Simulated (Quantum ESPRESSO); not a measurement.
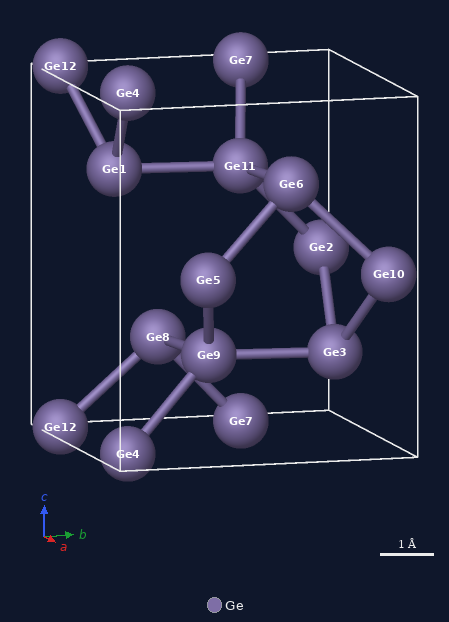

Figure 1. The input geometry (ball-and-stick view of the cell of the calculation, seen slightly off an axis; atoms are numbered from 1 in the order of the input). Near neighbours in the crystal (not all of them lie inside the picture): Ge has 4 Ge at 2.44 to 2.55 Å.

# Run report: Ge, band-structure run (part 1 of 2)

- system: Ge (P4₃2₁2, 12 atoms in the cell)
- method: Kohn-Sham DFT of a periodic cell, PBE, SSSP 1.3 efficiency PBE, no spin polarisation (Quantum ESPRESSO 7.5)

The structure derives from an entry of the Crystallography Open Database.

**The program's output**
```
This program is part of the open-source Quantum ESPRESSO suite
     for quantum simulation of materials; please cite
         "P. Giannozzi et al., J. Phys.:Condens. Matter 21 395502 (2009);
         "P. Giannozzi et al., J. Phys.:Condens. Matter 29 465901 (2017);
         "P. Giannozzi et al., J. Chem. Phys. 152 154105 (2020);
          URL
     in publications or presentations arising from this work. More details at

     Message from routine setup:
     using ibrav=0 with symmetry is DISCOURAGED, use correct ibrav instead

     K-points division:     npool     =       2
     Subspace diagonalization in iterative solution of the eigenvalue problem:
     a serial algorithm will be used

     G-vector sticks info
     --------------------
     sticks:   dense  smooth     PW     G-vecs:    dense   smooth      PW
     Sum        4397    2209    609               258285    91311   13305

     Using Slab Decomposition

     bravais-lattice index     =            0
     lattice parameter (alat)  =       8.0000  a.u.
     unit-cell volume          =    1656.3855 (a.u.)^3
     number of atoms/cell      =           12
     number of atomic types    =            1
     number of electrons       =       168.00
     number of Kohn-Sham states=          105
     kinetic-energy cutoff     =      55.0000  Ry
     charge density cutoff     =     440.0000  Ry
     scf convergence threshold =      2.4E-09
     mixing beta               =       0.5000
     number of iterations used =            8  plain     mixing
     Exchange-correlation=  SLA  PW   PBX  PBC
                           (   1   4   3   4   0   0   0)

     celldm(1)=   8.000000  celldm(2)=   0.000000  celldm(3)=   0.000000
     celldm(4)=   0.000000  celldm(5)=   0.000000  celldm(6)=   0.000000

     crystal axes: (cart. coord. in units of alat)
               a(1) = (   1.400759   0.000000   0.000000 )
               a(2) = (   0.000000   1.400759   0.000000 )
               a(3) = (   0.000000   0.000000   1.648786 )

     reciprocal axes: (cart. coord. in units 2 pi/alat)
               b(1) = (  0.713898  0.000000  0.000000 )
               b(2) = (  0.000000  0.713898  0.000000 )
               b(3) = (  0.000000  0.000000  0.606507 )

     PseudoPot. # 1 for Ge read from file:
     ge_pbe_v1.4.uspp.F.UPF
     Pseudo is Ultrasoft + core correction, Zval = 14.0
     Generated by new atomic code, or converted to UPF format
     Using radial grid of  873 points,  6 beta functions with:
                l(1) =   0
                l(2) =   0
                l(3) =   1
                l(4) =   1
                l(5) =   2
                l(6) =   2
     Q(r) pseudized with  8 coefficients,  rinner =    1.400   1.400   1.400
                                                       1.400   1.400

     atomic species   valence    mass     pseudopotential
     Ge               14.00    72.63000     Ge( 1.00)

      8 Sym. Ops. (no inversion) found ( 6 have fractional translation)

   Cartesian axes

     site n.     atom                  positions (alat units)
         1        Ge     tau(   1) = (   0.5252848   0.2335066   1.2365895  )
         2        Ge     tau(   2) = (   0.4668731   1.2256646   0.8243930  )
         3        Ge     tau(   3) = (   0.8754747   1.1672529   0.4121965  )
         4        Ge     tau(   4) = (   0.9338864   0.1750949   0.0000000  )
         5        Ge     tau(   5) = (   1.2256646   0.4668731   0.8243930  )
         6        Ge     tau(   6) = (   1.1672529   0.8754747   1.2365895  )
         7        Ge     tau(   7) = (   0.1750949   0.9338864   0.0000000  )
         8        Ge     tau(   8) = (   0.2335066   0.5252848   0.4121965  )
         9        Ge     tau(   9) = (   0.8054367   0.5953228   0.4121965  )
        10        Ge     tau(  10) = (   1.2957025   1.2957025   0.8243930  )
        11        Ge     tau(  11) = (   0.5953228   0.8054367   1.2365895  )
        12        Ge     tau(  12) = (   0.1050570   0.1050570   0.0000000  )

     number of k points=    18  Fermi-Dirac smearing, width (Ry)=  0.0037
                       cart. coord. in units 2pi/alat
        k(    1) = (   0.0000000   0.0000000   0.0000000), wk =   0.0200000
        k(    2) = (   0.0000000   0.0000000   0.1516267), wk =   0.0400000
        k(    3) = (   0.0000000   0.0000000  -0.3032534), wk =   0.0200000
        k(    4) = (   0.0000000   0.1427797   0.0000000), wk =   0.0800000
        k(    5) = (   0.0000000   0.1427797   0.1516267), wk =   0.1600000
        k(    6) = (   0.0000000   0.1427797  -0.3032534), wk =   0.0800000
        k(    7) = (   0.0000000   0.2855594   0.0000000), wk =   0.0800000
        k(    8) = (   0.0000000   0.2855594   0.1516267), wk =   0.1600000
        k(    9) = (   0.0000000   0.2855594  -0.3032534), wk =   0.0800000
        k(   10) = (   0.1427797   0.1427797   0.0000000), wk =   0.0800000
        k(   11) = (   0.1427797   0.1427797   0.1516267), wk =   0.1600000
        k(   12) = (   0.1427797   0.1427797  -0.3032534), wk =   0.0800000
        k(   13) = (   0.1427797   0.2855594   0.0000000), wk =   0.1600000
        k(   14) = (   0.1427797   0.2855594   0.1516267), wk =   0.3200000
        k(   15) = (   0.1427797   0.2855594  -0.3032534), wk =   0.1600000
        k(   16) = (   0.2855594   0.2855594   0.0000000), wk =   0.0800000
        k(   17) = (   0.2855594   0.2855594   0.1516267), wk =   0.1600000
        k(   18) = (   0.2855594   0.2855594  -0.3032534), wk =   0.0800000

     Dense  grid:   258285 G-vectors     FFT dimensions: (  80,  80,  96)

     Smooth grid:    91311 G-vectors     FFT dimensions: (  54,  54,  64)

     Check: negative core charge=   -0.000001

     Initial potential from superposition of free atoms

     starting charge     167.9895, renormalised to     168.0000
     Starting wfcs are  108 randomized atomic wfcs

     Self-consistent Calculation

     iteration #  1     ecut=    55.00 Ry     beta= 0.50
     Davidson diagonalization with overlap
     ethr =  1.00E-02,  avg # of iterations =  4.7

     Threshold (ethr) on eigenvalues was too large:
     Diagonalizing with lowered threshold

     Davidson diagonalization with overlap
     ethr =  8.42E-05,  avg # of iterations =  6.6

     total energy              =   -2563.65655699 Ry
     estimated scf accuracy    <       0.14696139 Ry

     iteration #  2     ecut=    55.00 Ry     beta= 0.50
     Davidson diagonalization with overlap
     ethr =  8.75E-05,  avg # of iterations =  1.1

     total energy              =   -2563.65915324 Ry
     estimated scf accuracy    <       0.02690878 Ry

     iteration #  3     ecut=    55.00 Ry     beta= 0.50
     Davidson diagonalization with overlap
     ethr =  1.60E-05,  avg # of iterations =  2.1

     total energy              =   -2563.65981506 Ry
     estimated scf accuracy    <       0.00125284 Ry

     iteration #  4     ecut=    55.00 Ry     beta= 0.50
     Davidson diagonalization with overlap
     ethr =  7.46E-07,  avg # of iterations =  5.9

     total energy              =   -2563.65991706 Ry
     estimated scf accuracy    <       0.00006009 Ry

     iteration #  5     ecut=    55.00 Ry     beta= 0.50
     Davidson diagonalization with overlap
     ethr =  3.58E-08,  avg # of iterations =  2.0

     total energy              =   -2563.65993067 Ry
     estimated scf accuracy    <       0.00000458 Ry

     iteration #  6     ecut=    55.00 Ry     beta= 0.50
     Davidson diagonalization with overlap
     ethr =  2.73E-09,  avg # of iterations =  2.0

     total energy              =   -2563.65993158 Ry
     estimated scf accuracy    <       0.00000046 Ry

     iteration #  7     ecut=    55.00 Ry     beta= 0.50
     Davidson diagonalization with overlap
     ethr =  2.74E-10,  avg # of iterations =  2.0

     total energy              =   -2563.65993168 Ry
     estimated scf accuracy    <       0.00000002 Ry

     iteration #  8     ecut=    55.00 Ry     beta= 0.50
     Davidson diagonalization with overlap
     ethr =  1.42E-11,  avg # of iterations =  2.8

     End of self-consistent calculation

          k = 0.0000 0.0000 0.0000 ( 11399 PWs)   bands (ev):

   -15.1954 -15.1687 -15.1687 -15.1491 -15.1454 -15.1436 -15.1436 -15.1250
   -15.1105 -15.1105 -15.1058 -15.1054 -15.1001 -15.0880 -15.0535 -15.0535
   -15.0533 -15.0445 -15.0386 -15.0386 -15.0319 -15.0313 -15.0313 -15.0300
   -15.0118 -15.0011 -15.0001 -15.0001 -14.9800 -14.9772 -14.9772 -14.9633
   -14.9545 -14.9525 -14.9519 -14.9519 -14.9392 -14.9392 -14.9300 -14.9264
   -14.9258 -14.9061 -14.9049 -14.9049 -14.8841 -14.8841 -14.8676 -14.8676
   -14.8619 -14.8558 -14.8521 -14.8475 -14.8440 -14.8440 -14.8377 -14.8296
   -14.8203 -14.7933 -14.7933 -14.7924  -3.3806  -0.8930  -0.8930  -0.1832
     0.4446   0.5372   0.5372   2.9655   3.2409   3.2409   3.7139   3.8163
     5.3495   5.4687   5.4687   5.8650   5.9788   6.2906   6.2906   7.2460
     8.3018   8.3018   8.3057   9.0824  10.6577  10.6577  10.7109  11.6200
    12.6090  12.9019  13.0921  13.1790  13.6759  13.6759  14.0178  14.0178
    15.0258  15.3073  15.8571  15.8660  15.8660  16.1972  16.5866  16.5866
    16.6495

          k = 0.0000 0.0000 0.1516 ( 11439 PWs)   bands (ev):

   -15.1948 -15.1816 -15.1570 -15.1482 -15.1465 -15.1456 -15.1382 -15.1289
   -15.1149 -15.1085 -15.1082 -15.1070 -15.0926 -15.0776 -15.0581 -15.0539
   -15.0510 -15.0451 -15.0417 -15.0381 -15.0346 -15.0330 -15.0278 -15.0273
   -15.0144 -15.0069 -14.9985 -14.9966 -14.9834 -14.9779 -14.9735 -14.9717
   -14.9590 -14.9579 -14.9511 -14.9464 -14.9392 -14.9333 -14.9286 -14.9272
   -14.9233 -14.9147 -14.9046 -14.8950 -14.8873 -14.8777 -14.8719 -14.8662
   -14.8590 -14.8590 -14.8576 -14.8437 -14.8425 -14.8421 -14.8417 -14.8310
   -14.8143 -14.7976 -14.7927 -14.7918  -3.2111  -1.9072  -0.1260   0.0827
     0.2179   0.5305   1.0621   2.3402   2.8039   3.6804   3.7372   3.7767
     4.6739   4.8929   6.1624   6.3339   6.6258   6.7633   6.7739   7.0615
     7.9152   8.2455   8.3165   8.3955  11.0173  11.1556  11.3212  11.6121
    11.7321  11.7560  12.1241  12.2808  13.2839  14.0359  14.6486  14.7457
    15.2200  15.3885  15.5537  15.5854  15.8389  16.2313  16.2936  16.4670
    16.8058

          k = 0.0000 0.0000-0.3033 ( 11392 PWs)   bands (ev):

   -15.1909 -15.1909 -15.1491 -15.1491 -15.1472 -15.1472 -15.1329 -15.1329
   -15.1144 -15.1144 -15.1090 -15.1090 -15.0699 -15.0699 -15.0645 -15.0645
   -15.0465 -15.0465 -15.0464 -15.0464 -15.0346 -15.0346 -15.0215 -15.0215
   -15.0112 -15.0112 -14.9927 -14.9927 -14.9909 -14.9909 -14.9697 -14.9697
   -14.9650 -14.9650 -14.9478 -14.9478 -14.9318 -14.9318 -14.9283 -14.9283
   -14.9197 -14.9197 -14.9003 -14.9003 -14.8753 -14.8753 -14.8692 -14.8692
   -14.8674 -14.8674 -14.8485 -14.8485 -14.8416 -14.8416 -14.8362 -14.8362
   -14.8050 -14.8050 -14.7922 -14.7922  -2.7099  -2.7099   0.0175   0.0175
     0.6005   0.6005   1.5776   1.5776   3.1433   3.1433   3.7375   3.7375
     4.5911   4.5911   6.4194   6.4194   6.9784   6.9784   7.3006   7.3006
     8.0426   8.0426   8.5458   8.5458  10.0715  10.0715  10.7000  10.7000
    12.5777  12.5777  12.6822  12.6822  13.4903  13.4903  13.8188  13.8188
    15.1043  15.1043  15.1353  15.1354  16.5052  16.5052  16.7915  16.7915
    17.2200

          k = 0.0000 0.1428 0.0000 ( 11419 PWs)   bands (ev):

   -15.1916 -15.1696 -15.1658 -15.1540 -15.1482 -15.1442 -15.1369 -15.1301
   -15.1180 -15.1128 -15.1043 -15.1005 -15.0952 -15.0844 -15.0602 -15.0555
   -15.0527 -15.0416 -15.0400 -15.0365 -15.0351 -15.0291 -15.0267 -15.0162
   -15.0136 -15.0025 -14.9951 -14.9943 -14.9819 -14.9806 -14.9715 -14.9616
   -14.9585 -14.9568 -14.9504 -14.9467 -14.9447 -14.9396 -14.9343 -14.9314
   -14.9209 -14.9070 -14.9033 -14.9032 -14.8896 -14.8843 -14.8704 -14.8671
   -14.8566 -14.8540 -14.8511 -14.8486 -14.8483 -14.8418 -14.8370 -14.8337
   -14.8201 -14.8068 -14.7938 -14.7894  -3.2241  -1.0889  -0.7775  -0.5858
     0.1623   0.5541   1.4289   2.2192   2.5087   3.1543   3.9545   4.3216
     5.0083   5.4408   5.7878   6.2055   6.5539   6.8370   6.8650   7.2499
     7.8047   7.9603   8.3281   8.9210  11.0697  11.2611  11.3743  11.7740
    12.0587  12.2449  12.9809  13.0994  13.5497  13.8240  13.9704  14.0569
    14.1571  14.6868  14.9659  15.2243  15.8786  15.9327  15.9867  16.3272
    16.5217

          k = 0.0000 0.1428 0.1516 ( 11406 PWs)   bands (ev):

   -15.1911 -15.1795 -15.1592 -15.1548 -15.1459 -15.1413 -15.1359 -15.1300
   -15.1197 -15.1140 -15.1048 -15.0992 -15.0926 -15.0806 -15.0639 -15.0550
   -15.0498 -15.0476 -15.0423 -15.0388 -15.0362 -15.0287 -15.0186 -15.0161
   -15.0105 -15.0037 -14.9980 -14.9947 -14.9863 -14.9765 -14.9735 -14.9651
   -14.9630 -14.9563 -14.9537 -14.9477 -14.9438 -14.9346 -14.9325 -14.9290
   -14.9210 -14.9113 -14.9038 -14.8946 -14.8893 -14.8823 -14.8740 -14.8669
   -14.8587 -14.8558 -14.8520 -14.8497 -14.8451 -14.8409 -14.8385 -14.8333
   -14.8168 -14.8079 -14.7935 -14.7903  -3.0562  -1.7823  -0.7839  -0.1487
     0.2941   0.5826   1.6534   2.0705   2.6167   2.9791   3.6607   4.3233
     5.0014   5.4826   5.5964   6.3038   6.6897   7.1844   7.3089   7.3951
     7.7952   7.9657   8.5515   8.6476  10.5094  10.8677  11.2901  11.6156
    11.7803  12.2978  12.6178  12.8991  13.1431  13.5073  13.7518  14.1786
    14.5866  14.9205  15.2411  15.4013  15.4626  15.9076  16.1726  16.5586
    16.7020

          k = 0.0000 0.1428-0.3033 ( 11396 PWs)   bands (ev):

   -15.1878 -15.1878 -15.1561 -15.1561 -15.1416 -15.1416 -15.1315 -15.1315
   -15.1185 -15.1185 -15.1035 -15.1035 -15.0809 -15.0809 -15.0619 -15.0619
   -15.0492 -15.0492 -15.0443 -15.0443 -15.0324 -15.0324 -15.0142 -15.0142
   -15.0039 -15.0039 -14.9959 -14.9959 -14.9859 -14.9859 -14.9714 -14.9714
   -14.9630 -14.9630 -14.9516 -14.9516 -14.9352 -14.9352 -14.9295 -14.9295
   -14.9172 -14.9172 -14.8975 -14.8975 -14.8821 -14.8821 -14.8723 -14.8723
   -14.8611 -14.8611 -14.8486 -14.8486 -14.8435 -14.8435 -14.8355 -14.8355
   -14.8113 -14.8113 -14.7922 -14.7922  -2.5615  -2.5615  -0.4594  -0.4594
     0.5791   0.5791   2.0392   2.0392   2.6432   2.6432   3.8609   3.8609
     5.0330   5.0330   6.1314   6.1314   7.2113   7.2113   7.6226   7.6226
     7.8955   7.8955   8.6436   8.6436  10.3783  10.3783  11.2812  11.2812
    11.3713  11.3713  12.6904  12.6904  13.0987  13.0987  14.4138  14.4138
    14.7692  14.7692  15.1695  15.1695  15.8082  15.8082  16.5126  16.5127
    16.7945

          k = 0.0000 0.2856 0.0000 ( 11418 PWs)   bands (ev):

   -15.1821 -15.1728 -15.1647 -15.1635 -15.1478 -15.1460 -15.1362 -15.1361
   -15.1120 -15.1088 -15.0985 -15.0953 -15.0837 -15.0831 -15.0751 -15.0616
   -15.0568 -15.0544 -15.0403 -15.0348 -15.0340 -15.0194 -15.0154 -15.0086
   -15.0035 -14.9992 -14.9969 -14.9903 -14.9844 -14.9742 -14.9724 -14.9626
   -14.9618 -14.9570 -14.9524 -14.9508 -14.9491 -14.9437 -14.9285 -14.9199
   -14.9128 -14.9079 -14.9041 -14.9034 -14.8993 -14.8901 -14.8779 -14.8743
   -14.8531 -14.8501 -14.8498 -14.8460 -14.8458 -14.8404 -14.8400 -14.8339
   -14.8253 -14.8221 -14.7943 -14.7922  -2.7585  -2.0036  -0.5130  -0.4580
     0.3499   0.4994   1.3352   1.5031   2.4773   2.6282   4.3713   4.5485
     5.0629   5.5678   6.0745   6.3226   6.7277   7.1202   7.1642   7.8996
     7.9615   8.4762   8.8855   9.0556  10.1178  11.0618  11.5560  11.5915
    12.1329  12.1996  12.5736  13.0978  13.4056  13.4405  13.6680  13.7066
    13.8326  13.9515  15.1208  15.2048  15.4180  15.5333  15.7513  15.9303
    16.2019

          k = 0.0000 0.2856 0.1516 ( 11419 PWs)   bands (ev):

   -15.1820 -15.1759 -15.1667 -15.1646 -15.1445 -15.1429 -15.1339 -15.1325
   -15.1135 -15.1104 -15.0983 -15.0925 -15.0865 -15.0845 -15.0733 -15.0633
   -15.0577 -15.0554 -15.0400 -15.0375 -15.0320 -15.0251 -15.0121 -15.0080
   -15.0015 -15.0000 -14.9950 -14.9916 -14.9866 -14.9782 -14.9721 -14.9630
   -14.9611 -14.9591 -14.9532 -14.9483 -14.9468 -14.9413 -14.9249 -14.9170
   -14.9134 -14.9105 -14.9073 -14.9013 -14.8952 -14.8889 -14.8804 -14.8764
   -14.8553 -14.8521 -14.8484 -14.8478 -14.8458 -14.8409 -14.8394 -14.8343
   -14.8225 -14.8206 -14.7942 -14.7926  -2.5977  -1.8891  -1.2526  -0.6926
     0.7059   0.8215   1.4277   1.6514   2.5320   2.7573   3.9290   4.2578
     5.1788   5.3943   6.0540   7.0771   7.1278   7.2085   7.5930   7.6909
     8.0107   8.0898   8.6598   8.7489  10.2863  10.7149  11.1974  11.3836
    11.5683  12.2080  12.4682  12.7097  13.0359  13.2591  13.6544  14.2041
    14.4903  14.6349  14.7559  15.1069  15.2674  15.6737  15.7841  16.0761
    16.4366

          k = 0.0000 0.2856-0.3033 ( 11414 PWs)   bands (ev):
```
